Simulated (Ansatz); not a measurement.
## Si16O31 (charge +1): field-gradient calculation (part 1 of 3)

- system: Si16O31 (defect cell, 47 atoms in the cell, total charge +1)
- method: DFT, PBE, plane-wave PAW, default files, scalar-relativistic, spin-polarised (Ansatz 0.2.0)

The structure derives from an entry of the Crystallography Open Database. It belongs to a series of runs on one base structure; here: O vacancy, charge +1, host positions.

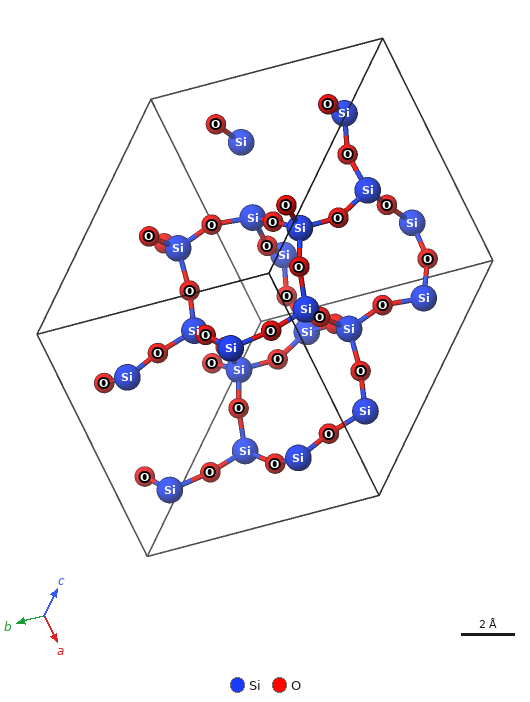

*The structure (ball-and-stick view of the reduced cell, seen at an oblique angle).*

**Results in brief**

| quantity | value |
| --- | --- |
| outcome | converged |
| electrons treated | 249 |
| free energy | −27813.5479 eV |
| Fermi energy | 1.003 eV |
| net moment of the cell | 1.00 μB |
| integrated absolute moment | 1.04 μB |
| pressure | 4.78 GPa |
| field gradient V_zz (10²¹ V/m²) | Si 3.09, Si 3.20, Si 3.26, Si 5.05, Si 2.95, Si 3.32, Si 3.95, Si 3.13 (the first 8 of 47 sites) |
| largest force (length of the vector) | 4.593 eV/Å |
| hardware | 4 threads of an x86-64 CPU, shared host |
| wall time | 59 s (CPU time 3.7 min) |
| peak memory | 3.6 GiB |

**Input file**
```yaml
crystal:
  lattice:
    - [0.0, 7.22, 7.3]
    - [7.09, 0.0, 7.3]
    - [7.09, 7.22, 0.0]
  atoms:
    - { symbol: Si, position: [0.233, 0.235, 0.24] }
    - { symbol: Si, position: [0.733, 0.735, 0.74] }
    - { symbol: Si, position: [0.735, 0.233, 0.792] }
    - { symbol: Si, position: [0.235, 0.733, 0.292], spin: 0.5 }
    - { symbol: Si, position: [0.24, 0.792, 0.733] }
    - { symbol: Si, position: [0.74, 0.292, 0.233] }
    - { symbol: Si, position: [0.792, 0.74, 0.235] }
    - { symbol: Si, position: [0.292, 0.24, 0.735] }
    - { symbol: Si, position: [0.3735, 0.3605, 0.3675] }
    - { symbol: Si, position: [0.8735, 0.8605, 0.8675] }
    - { symbol: Si, position: [0.8605, 0.3735, 0.3985] }
    - { symbol: Si, position: [0.3605, 0.8735, 0.8985] }
    - { symbol: Si, position: [0.3675, 0.3985, 0.8735] }
    - { symbol: Si, position: [0.8675, 0.8985, 0.3735] }
    - { symbol: Si, position: [0.3985, 0.8675, 0.3605], spin: 0.5 }
    - { symbol: Si, position: [0.8985, 0.3675, 0.8605] }
    - { symbol: O, position: [0.311, 0.287, 0.314] }
    - { symbol: O, position: [0.811, 0.787, 0.814] }
    - { symbol: O, position: [0.787, 0.311, 0.588] }
    - { symbol: O, position: [0.287, 0.811, 0.088] }
    - { symbol: O, position: [0.314, 0.588, 0.811] }
    - { symbol: O, position: [0.814, 0.088, 0.311] }
    - { symbol: O, position: [0.588, 0.814, 0.287] }
    - { symbol: O, position: [0.088, 0.314, 0.787] }
    - { symbol: O, position: [0.3555, 0.3335, 0.7595] }
    - { symbol: O, position: [0.8555, 0.8335, 0.2595] }
    - { symbol: O, position: [0.3335, 0.8555, 0.5515] }
    - { symbol: O, position: [0.8335, 0.3555, 0.0515] }
    - { symbol: O, position: [0.2595, 0.5515, 0.3555] }
    - { symbol: O, position: [0.7595, 0.0515, 0.8555] }
    - { symbol: O, position: [0.0515, 0.2595, 0.3335] }
    - { symbol: O, position: [0.5515, 0.7595, 0.8335] }
    - { symbol: O, position: [0.8385, 0.2575, 0.8465] }
    - { symbol: O, position: [0.2575, 0.3385, 0.0575] }
    - { symbol: O, position: [0.7575, 0.8385, 0.5575] }
    - { symbol: O, position: [0.8465, 0.5575, 0.3385] }
    - { symbol: O, position: [0.3465, 0.0575, 0.8385] }
    - { symbol: O, position: [0.5575, 0.3465, 0.2575] }
    - { symbol: O, position: [0.0575, 0.8465, 0.7575] }
    - { symbol: O, position: [0.7595, 0.3695, 0.3205] }
    - { symbol: O, position: [0.2595, 0.8695, 0.8205] }
    - { symbol: O, position: [0.3695, 0.2595, 0.5505] }
    - { symbol: O, position: [0.8695, 0.7595, 0.0505] }
    - { symbol: O, position: [0.3205, 0.0505, 0.2595] }
    - { symbol: O, position: [0.8205, 0.5505, 0.7595] }
    - { symbol: O, position: [0.5505, 0.3205, 0.8695] }
    - { symbol: O, position: [0.0505, 0.8205, 0.3695] }
magnetization:
  spin_polarized: true
total_charge: 1
kpoints:
  mp_grid: { grid: [2, 2, 2] }
scf:
  occupations: { method: fermi_dirac, width: 0.01 }
hamiltonian:
  xc: pbe
  pseudopotentials: { kind: paw }
output:
  forces: true
  stress: true
  populations: true
  efg: { quadrupole_moments_barn: { O: -0.02558 }, contact_densities: true }
  write_density: true
  write_potential: true
  elf: true
  volumetric_format: npy
```

Command:
```bash
ansatz run input.yaml --threads 4 --pin off --max-ram 8192MiB --backend cpu --events-out ev --progress --plain --runs-dir out
```

**The program's output**
```
Engine: ansatz 0.2.0, x86_64-unknown-linux-gnu
Pseudopotentials: kind: paw
Pseudopotential: Si, paw, valence charge 4, recommended cutoff 420 eV (normal), Si.paw.azcp
Pseudopotential: O, paw, valence charge 6, recommended cutoff 420 eV (normal), O.paw.azcp
Functional definition: PBE
  parameter kappa = 0.804
  parameter beta = 0.06672455060314922
  exchange = pbe_x(kappa = kappa, mu = beta*pi^2/3)
  correlation = pbe_c(beta = beta)
Crystal: 47 atoms, lattice volume = 747.371 Å³
Basis set: ecut = 420 eV, 14611 PW (Γ), exchange–correlation on 144×144×144 points (8 copies of the dense FFT grid, shifted against one another)
Bands: 172, of which v1, the nominal top of the filled ones, is band 125 counted from 1 (124 counted from 0)
Symmetry: 1 space group operations
Space group: P1 (ITA 1), of the structure as read, at distance tolerance 9.1e-5 Å
Magnetic group: BNS 1.1 (UNI 1), of the structure as read, at distance tolerance 9.1e-5 Å
k-points: 8
Non-local potential: Si, projectors of the file, l = 0: 2, l = 1: 2, l = 2: 2
Non-local potential: O, projectors of the file, l = 0: 2, l = 1: 2, l = 2: 1
PAW form: soft (Blöchl's): semilocal exchange-correlation on the pseudo side does not see the compensation charge
PAW one-centre angular grid: Si, 110 points (default); XC on 64 Gauss nodes
PAW one-centre angular grid: O, 110 points (default); XC on 64 Gauss nodes
Initial density: superposition of atomic densities (chi_scale 0.1, normalization cell, long waves kept (reshape's long-wave potential 0.18 eV rms))
Starting moments: Σ|m| = 1 μB on 2 of 47 sites
Initial wavefunctions: pseudopotential atomic-orbital guess
Functional: x = pbe(κ = 0.804, μ = 0.2195149727645171), c = pbe(β = 0.06672455060314922)
SCF iter   1: F=—  HF=-27847.538699 eV  |F-HF|=—  |Δ(HF+E_count)|=         —  Δρ=6.38e-2 (↑6.38e-2 ↓6.36e-2)  dr2=1.13e2  dr2_m=8.75e-2  M=1.000 μB ∫|m|=1.024 μB  β_m=0.30  ethr=3.10e-3  ⟨swp⟩=6.0  Hψ=12041  notcnv=0  defer=315
preconditioner: auto → Resta (q_TF=auto, 2.272 Å⁻¹)  ε∞=2.4  [insulator: Δε(μ)=0.268 eV  Ē_g=17.923 eV  σ=0.010 eV  W_gap=1.00  n_scr=160 (ndim 8)  ℏωp=21.4 eV  f_vac=0.166  D(μ)=0.00/eV (n_scr^D=0)  ε∞_Penn≈2.4]
spin=Collinear: Resta preconditioning applied to the charge; magnetization (m = ρ↑ − ρ↓) channel mixes plain (no charge-response kernel on spin).
SCF iter   2: F=—  HF=-27818.702014 eV  |F-HF|=—  |Δ(HF+E_count)|=    2.88e1  Δρ=2.70e-2 (↑2.70e-2 ↓2.68e-2)  dr2=2.17e1  dr2_m=4.79e-2  M=1.000 μB ∫|m|=1.021 μB  β_m=0.30  ethr=3.10e-3  ⟨swp⟩=3.0  Hψ=5390  notcnv=0  defer=646
spin-set hold released at iteration 2 (site moments show no strong build): the magnetisation degrees of freedom join the quasi-Newton model from the next iteration; the mixer history was kept
SCF iter   3: F=—  HF=-27813.690988 eV  |F-HF|=—  |Δ(HF+E_count)|=    5.01e0  Δρ=1.49e-2 (↑1.44e-2 ↓1.49e-2)  dr2=2.95e0  dr2_m=2.64e-2  M=1.000 μB ∫|m|=1.053 μB  β_m=0.30  ethr=3.10e-3  ⟨swp⟩=3.2  Hψ=4746  notcnv=0  defer=646
SCF iter   4: F=—  HF=-27813.472794 eV  |F-HF|=—  |Δ(HF+E_count)|=   2.18e-1  Δρ=2.62e-3 (↑2.62e-3 ↓2.01e-3)  dr2=1.51e-1  dr2_m=1.06e-2  M=0.995 μB ∫|m|=1.016 μB  β_m=0.40  ethr=1.18e-3  ⟨swp⟩=3.0  Hψ=4947  notcnv=0  defer=668
SCF iter   5: F=—  HF=-27813.511186 eV  |F-HF|=—  |Δ(HF+E_count)|=   3.84e-2  Δρ=1.33e-3 (↑1.33e-3 ↓1.25e-3)  dr2=2.80e-2  dr2_m=4.09e-3  M=0.999 μB ∫|m|=1.020 μB  β_m=0.56  ethr=6.05e-5  ⟨swp⟩=2.5  Hψ=3876  notcnv=0  defer=668
SCF iter   6: F=—  HF=-27813.541160 eV  |F-HF|=—  |Δ(HF+E_count)|=   3.00e-2  Δρ=6.51e-4 (↑6.51e-4 ↓5.60e-4)  dr2=7.55e-3  dr2_m=7.56e-4  M=1.000 μB ∫|m|=1.029 μB  β_m=0.62  ethr=1.12e-5  ⟨swp⟩=3.5  Hψ=3796  notcnv=0  defer=668
SCF iter   7: F=—  HF=-27813.547860 eV  |F-HF|=—  |Δ(HF+E_count)|=   6.70e-3  Δρ=1.29e-4 (↑1.20e-4 ↓1.29e-4)  dr2=4.70e-4  dr2_m=1.84e-5  M=1.000 μB ∫|m|=1.039 μB  β_m=0.74  ethr=3.03e-6  ⟨swp⟩=3.0  Hψ=4067  notcnv=0  defer=668
SCF iter   8: F=—  HF=-27813.548135 eV  |F-HF|=—  |Δ(HF+E_count)|=   2.75e-4  Δρ=9.37e-5 (↑8.25e-5 ↓9.37e-5)  dr2=1.79e-4  dr2_m=1.53e-6  M=1.000 μB ∫|m|=1.041 μB  β_m=0.64  ethr=1.89e-7  ⟨swp⟩=2.4  Hψ=4177  notcnv=0  defer=668
SCF iter   9: F=—  HF=-27813.548107 eV  |F-HF|=—  |Δ(HF+E_count)|=   2.78e-5  Δρ=2.11e-5 (↑2.11e-5 ↓1.90e-5)  dr2=1.03e-5  dr2_m=3.08e-7  M=1.000 μB ∫|m|=1.041 μB  β_m=0.73  ethr=7.20e-8  ⟨swp⟩=2.0  Hψ=4000  notcnv=0  defer=668
SCF iter  10: F=—  HF=-27813.547872 eV  |F-HF|=—  |Δ(HF+E_count)|=   2.35e-4  Δρ=8.14e-6 (↑7.22e-6 ↓8.14e-6)  dr2=1.46e-6  dr2_m=3.50e-8  M=1.000 μB ∫|m|=1.041 μB  β_m=0.74  ethr=4.13e-9  ⟨swp⟩=2.1  Hψ=4647  notcnv=0  defer=668
SCF iter  11: F=—  HF=-27813.547873 eV  |F-HF|=—  |Δ(HF+E_count)|=   6.15e-7  Δρ=5.45e-6 (↑5.10e-6 ↓5.45e-6)  dr2=6.36e-7  dr2_m=5.52e-9  M=1.000 μB ∫|m|=1.041 μB  β_m=0.65  ethr=5.86e-10  ⟨swp⟩=2.1  Hψ=4078  notcnv=0  defer=668
SCF iter  12: F=—  HF=-27813.547873 eV  |F-HF|=—  |Δ(HF+E_count)|=   1.05e-8  Δρ=9.50e-7 (↑8.98e-7 ↓9.50e-7)  dr2=2.08e-8  dr2_m=5.43e-10  M=1.000 μB ∫|m|=1.041 μB  β_m=0.75  ethr=4.02e-11  ⟨swp⟩=22.2  Hψ=28796  notcnv=0
SCF iter  13: F=-27813.547873 eV  HF=-27813.547873 eV  |F-HF|=3.22e-9  |Δ(HF+E_count)|=   1.31e-8  Δρ=5.20e-7 (↑5.00e-7 ↓5.20e-7)  dr2=6.21e-9  dr2_m=4.39e-11  M=1.000 μB ∫|m|=1.041 μB  ethr=8.37e-12  ⟨swp⟩=8.1  Hψ=14952  notcnv=0
SCF 1 converged in 13 iterations: F = -27813.547873 eV  dr2 = 6.21e-9
  greatest PAW one-centre occupation: 0.867 electrons in one spin orbital (limit 2), on the O atom at site 26 (counted from 0), in its partial waves of l = 0
```

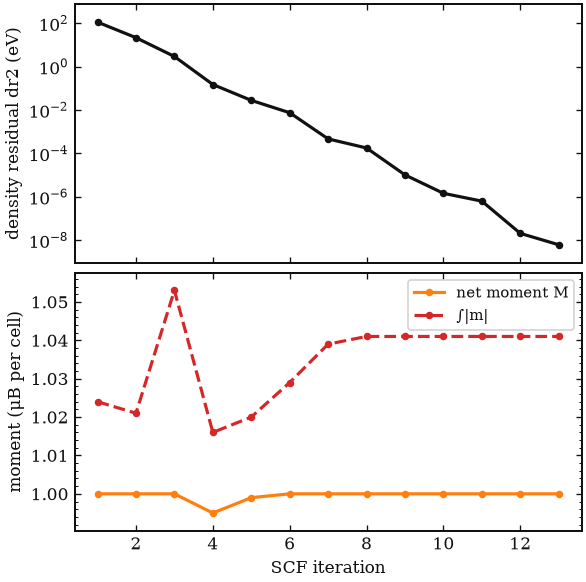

*Convergence of the self-consistent field: density residual dr2 and magnetic moment against the SCF iteration.*

The residual falls at every step. The net moment stays at 1.0 μB per cell.

```
SCF converged after 13 iterations
Magnetization: 1.0000 μB (125.0000 up, 124.0000 down)
Absolute magnetization: 1.0447 μB (∫|ρ↑−ρ↓|, with the PAW one-centre terms)
Spin contamination: 0.0021 ħ² per cell (⟨S²⟩ above its minimum at these occupations)
Per-site moments (μB) at R_I (Å): [(0.0010530547428525944, 0.6413228338505693), (-1.0678882872659117e-5, 0.6413228338505693), (-3.5967320523381195e-6, 0.6413228338505695), (0.026256407718613286, 0.6413228338505688), (5.020861105757957e-5, 0.6413228338505693), (-6.209210801643093e-6, 0.6413228338505694), (0.00041722982332162927, 0.6413228338505691), (-1.0476044542949491e-5, 0.6413228338505695), (0.0001280621441316567, 0.6519413112607536), (-1.0841897567902591e-5, 0.6519413112607536), (-6.469495513128955e-6, 0.6519413112607536), (0.0005649765173106991, 0.6519413112607534), (-1.5405855851591785e-5, 0.6519413112607534), (0.001048805942391786, 0.6519413112607537), (0.025620966191284233, 0.6519413112607536), (-2.614000483270555e-6, 0.6519413112607538), (0.011109775855859524, 0.6519413112607536), (0.0004021224087199518, 0.6519413112607536), (5.4605896205222484e-5, 0.6519413112607536), (0.052005101674119085, 0.6519413112607534), (0.0004587378766238132, 0.6519413112607534), (0.0004897624746653898, 0.6519413112607537), (0.04087375111987509, 0.6519413112607536), (0.00021100119233348423, 0.6519413112607538), (0.0006895201329604429, 0.6413228338505695), (0.00953873032714319, 0.6413228338505691), (0.045407779212859566, 0.6413228338505693), (2.3929265776981383e-5, 0.6413228338505694), (0.041446045306065556, 0.6413228338505688), (0.00025263283202404014, 0.6413228338505695), (0.000412550972852862, 0.6413228338505693), (0.0004895326422601418, 0.6413228338505693), (0.00020618766728333683, 0.6506734714441191), (0.0025033764192272283, 0.6506734714441188), (0.002352628082155022, 0.6506734714441192), (9.820669710907392e-5, 0.6506734714441191), (0.0007873257678345713, 0.6506734714441189), (-3.374674855256392e-5, 0.6506734714441191), (7.697372112643694e-5, 0.6506734714441196), (0.0006955237243210245, 0.647870966727859), (0.013930601444410237, 0.6478709667278592), (0.0004984183192310744, 0.6478709667278592), (0.0009134624513218404, 0.647870966727859), (0.04083710613683494, 0.647870966727859), (0.00019902567291991526, 0.647870966727859), (0.00029300214486937973, 0.647870966727859), (0.032040551819201624, 0.647870966727859)]
Free energy (F): -27813.547873 eV
Harris-Foulkes:  -27813.547873 eV  (|F-HF|=3.22e-9)
Internal energy: -27813.547872 eV  (E = F + TS)
E sigma→0 (E₀):  -27813.547872 eV
Entropy (-TS):   -0.000001 eV (-0.000 meV/atom)
Fermi energy:    1.003473 eV
--- Per-component energies (eV) ---
  E_band       = -1570.255773
  E_kinetic    = 6253.505536
  E_local      = -19186.121609  (includes V_loc(G=0)·N_el)
  E_nonlocal   = 1877.437228
  E_hartree    = 7179.795262
  E_xc         = -3182.051323
  E_vxc        = -3682.853697  (∫ρ·V_xc dr)
  E_paw        = -13143.776185  (= ΣΔE_a)
  E_vpaw       = -1191.896676  (= ΣTr[D̂ρ^β])
  E_aug_tail   = 0.080534  (compensation charges beyond the density's cutoff)
  E_ewald      = -7612.417314
  E_smearing   = -0.000001  (= −TS)
  E_closure    = -0.000000  (closes the sum)
  E_deformation_potential = 9.495731  (in the stress; not in F)
  Σ components = -27813.547873   (vs F -27813.547873, Δ=0.00e0)
--- Forces (eV/Å), atoms counted from 1 ---
  atom   1  Si     2.15694965     0.94903344     2.60479282
  atom   2  Si     1.14581123     2.39964298     2.17594671
  atom   3  Si    -1.22452549    -1.98451200     2.33592662
  atom   4  Si    -1.21328772    -2.75605399     2.17640371
  atom   5  Si    -0.56009121     2.58395716    -3.62671854
  atom   6  Si    -1.44730423     2.07359174    -1.87762741
  atom   7  Si     0.09375547    -1.17570700    -1.63774466
  atom   8  Si     1.59840925    -2.12013539    -2.32515064
  atom   9  Si    -0.19549557     0.88519664     0.04528866
  atom  10  Si     1.04900757    -0.65120990     0.43404682
  atom  11  Si    -0.81100892     0.42758149     0.14850605
  atom  12  Si    -1.70872286    -0.23371189     1.81401243
  atom  13  Si    -1.22471871    -0.09638639    -0.41358407
  atom  14  Si     0.02439960    -1.24060288    -0.95124619
  atom  15  Si     1.75005192     0.54162067     0.73744162
  atom  16  Si     0.88392433     0.24871500    -0.58579903
  atom  17  O     -1.18572452    -1.67773193    -1.45824805
  atom  18  O     -1.24564770    -1.65056146    -1.45753003
  atom  19  O      1.15994563     1.55598810    -1.36975567
  atom  20  O      2.19088220     2.82540474    -2.06104772
  atom  21  O      1.37500479    -1.94159018     1.76750467
  atom  22  O      1.00590228    -1.40658739     1.32877055
  atom  23  O     -0.81330575     0.57019581     0.13214185
  atom  24  O     -1.36565802     1.74811238     1.59939153
  atom  25  O      2.40736619     1.32100878     1.97006879
  atom  26  O      2.46789270     1.40746633     1.90567899
  atom  27  O     -3.46358200    -2.11084363     2.15481307
  atom  28  O     -2.31578641    -1.32241262     1.83286173
  atom  29  O     -1.16370417     1.34802237    -0.69223749
  atom  30  O     -2.50346133     1.48820291    -2.03864666
  atom  31  O      2.11687943    -1.13090221    -1.78082845
  atom  32  O      2.72753454    -1.53377743    -2.19933784
  atom  33  O      0.31919143     1.10263517     0.62630518
  atom  34  O     -0.26631901    -0.82044215     0.41296770
  atom  35  O     -0.55553769    -1.17400832     0.86826518
  atom  36  O     -0.10474195     0.82622534    -0.46989223
  atom  37  O     -0.42600115     1.31372294    -0.96370435
  atom  38  O      0.65354084    -1.37096264    -0.82772315
  atom  39  O      0.03948229    -0.92686577    -0.26768955
  atom  40  O      1.31637900     0.71228671     0.32823918
  atom  41  O      1.21058262     0.80441126     0.36894937
  atom  42  O     -1.32890968    -1.09108490     0.52961455
  atom  43  O     -0.97622122    -0.67591143     0.15328581
  atom  44  O     -2.43220274     1.52167318    -1.43572053
  atom  45  O     -1.16763153     0.66772686    -0.23465730
  atom  46  O      1.35880319    -0.89436671    -0.43295585
  atom  47  O      0.64789427     0.66393716     0.65662357
  max |Σ_I F_I| component: 9.07e-6 eV/Å
--- Stress (GPa, compression-positive) ---
        5.312002      -0.568731      -0.671177
       -0.568732       3.624158      -0.691126
       -0.671179      -0.691125       5.413895
  P = ⅓ Tr σ = 4.7834 GPa (47.834 kbar)
```
